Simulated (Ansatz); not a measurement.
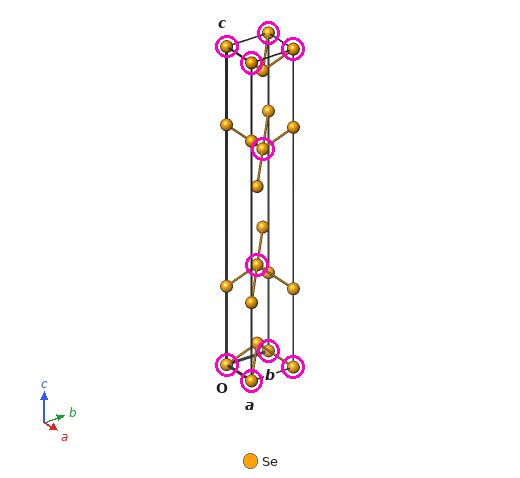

One unit cell; the ringed atoms, with their copies on corners, edges and faces, form one crystallographic orbit. Crystal: Se, coordinates from a relaxation with DFT PBEsol, scalar-relativistic, plane waves, PAW (Ansatz 0.2.0); the starting structure was generated, so it need not be a known form of this composition. Symmetry computed with spglib at a tolerance of 0.002 Å; standard conventional cell.

a = 3.692 Å, b = 3.692 Å, c = 18.004 Å, α = 90.00°, β = 90.00°, γ = 120.00°; space group R-3m, No. 166, hexagonal axes.

Which Wyckoff position do the ringed atoms fill?

Se on 3a, site symmetry -3m: 36 operations a cell over 12 that keep the site give 3 atoms, with 0 free parameters.

List their coordinates.

(0, 0, 0); (2/3, 1/3, 1/3); (1/3, 2/3, 2/3).
